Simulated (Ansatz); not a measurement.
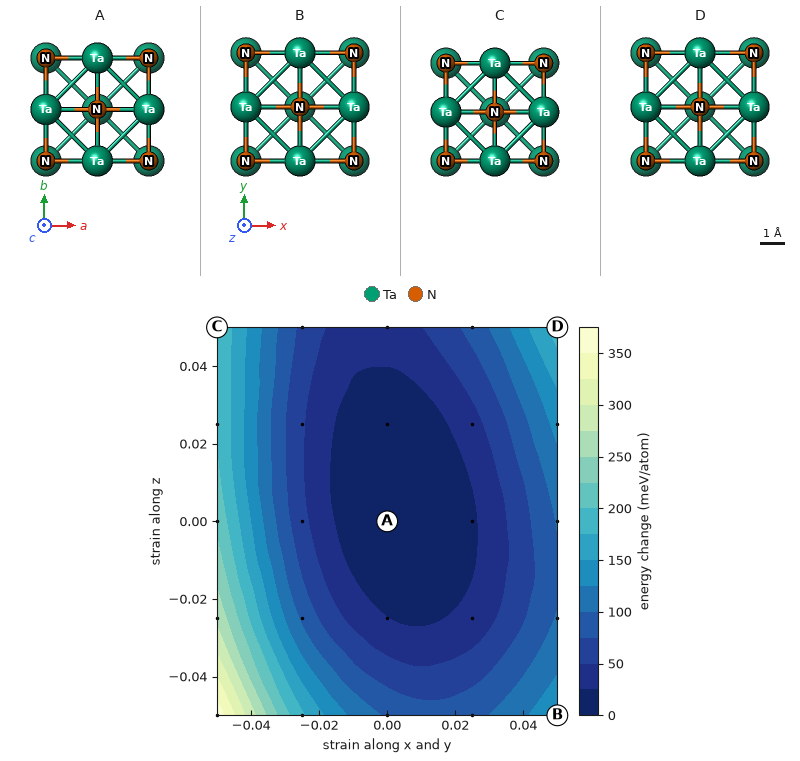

Energy scan for a crystal of TaN (Fm-3m), in which the cell is strained equally along x and y and separately along z, with the atoms kept at their fractional coordinates. x, y and z are the Cartesian axes of the input. The map is interpolated between the computed points (dots). The lettered frames are marked on it. Style: ball-and-stick. Shown: the conventional cell (4 times the calculation's cell), along the c axis. Lengths and directions refer to the drawn axes.

Computed with Ansatz 0.2.0, DFT PBEsol, scalar-relativistic, plane waves, PAW. Set-up: plane-wave cutoff 420 eV; k-point mesh 18 × 18 × 18; occupations gaussian; smearing width 0.15 eV; no spin polarisation. Energies (free energies at the smearing named) are counted from the cell as listed in its source, which wasn't relaxed.

> Where is the lowest point of the map, and what else does it tell?

In pairs of (strain along x and y; strain along z): the lowest computed point lies at (0.000, 0.000) (0 meV/atom), the highest at (−0.050, −0.050) (366 meV/atom). The valley is tilted: raising the in-plane strain is made harder by raising the strain along z (cross term 0.23 of the geometric mean of the two curvatures). Over the ranges scanned the energy rises more along the first axis, the in-plane strain. The pressure runs from −35.5 GPa at (0.050, 0.050) to 85.2 GPa at (−0.050, −0.050). The frames lie at A (0.000, 0.000): 0 meV/atom, B (0.050, −0.050): 144 meV/atom, C (−0.050, 0.050): 198 meV/atom, D (0.050, 0.050): 187 meV/atom.
